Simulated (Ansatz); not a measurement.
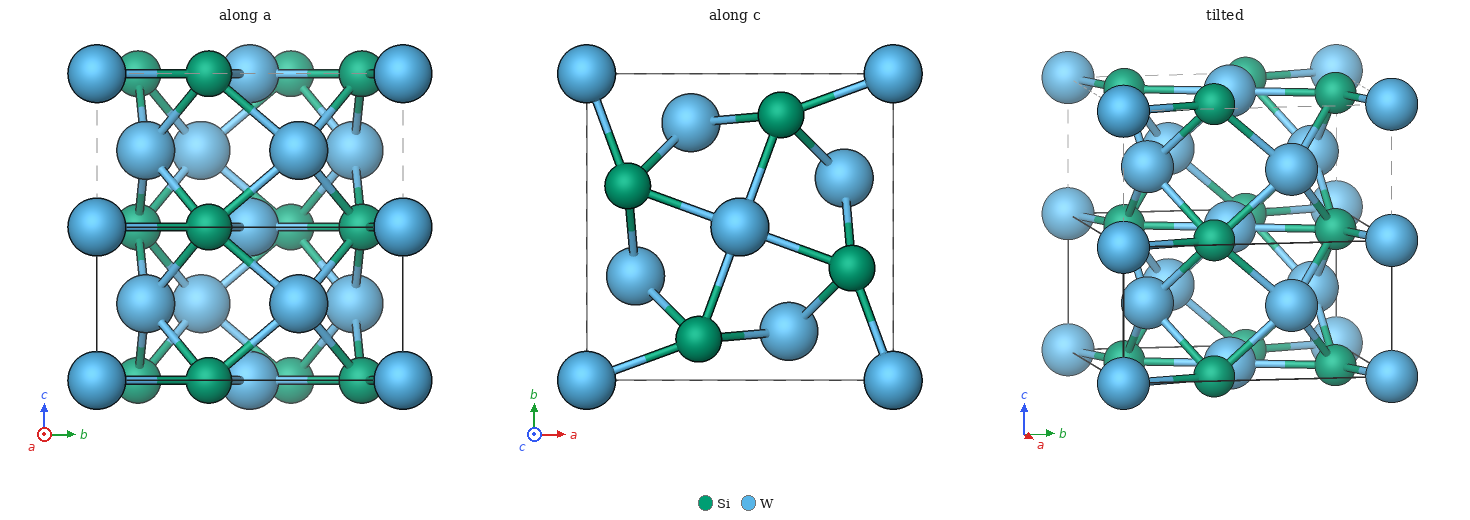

An orthographic ball-and-stick view of the structure, along the a axis, along the c axis and slightly off an axis. Solid lines give the conventional unit cell, repeated here 1×1×2 times.

What structure is drawn here?

It has the composition Si2W3. It is primitive tetragonal, space group P4/mbm (No. 127). It has 10 atoms to the cell (4 Si, 6 W). Every Si atom has eight W and one Si as neighbours. W takes two kinds of site: 2a with four Si in a square planar arrangement; 4h with six Si. Not all metal-metal contacts are counted. The bonds build a three-dimensional framework.

The cell started as a structure listed in the Materials Project. This is the structure after a relaxation with DFT PBE, scalar-relativistic, plane waves, PAW (Ansatz).
